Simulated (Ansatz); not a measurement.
System: Zn₄HO₄ (distorted or defective cell).

```
Zn O H
1.0
     5.51481    0.00000    0.00000
     0.00000    5.51481    0.00000
     0.00000    0.00000    3.24301
Zn O H
4 4 1
Direct
  0.20820 0.16015 0.50000
  0.79165 0.83590 0.50000
  0.72006 0.34918 0.00000
  0.28000 0.64695 0.00000
  0.83994 0.19007 0.50000
  0.15998 0.80589 0.50000
  0.63670 0.70771 0.00000
  0.36330 0.28833 0.00000
  0.00021 0.49782 0.00000
```

Computed without spin polarisation; PAW files of the earlier set (soft_1).

Level of theory: DFT PBEsol, scalar-relativistic, plane waves, PAW (Ansatz 0.2.0).

Question: Predict the valence pseudo-density and electron localisation function between the atoms.

Answer: Zn–H (1.75 Å): the density is about 0.6 e/Å³ at the midpoint; the ELF climbs to about 1 towards the hydrogen.
Zn–O (2.03 Å): ρ at the midpoint is about 0.54 e/Å³; the ELF peaks at about 0.85 in the valence shell of O, 0.6 Å from its nucleus, and is about 0.20 at the midpoint; no localised pair shows between them.

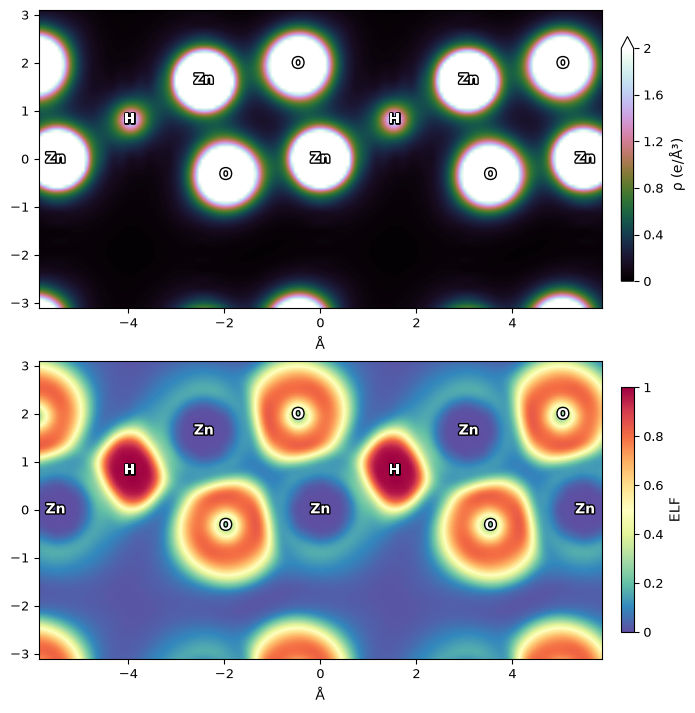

Computed valence pseudo-density and electron localisation function on the (001) plane of the calculation cell, in this order. 

In a PAW calculation such maps are meaningful between the atoms, not at the nuclei.
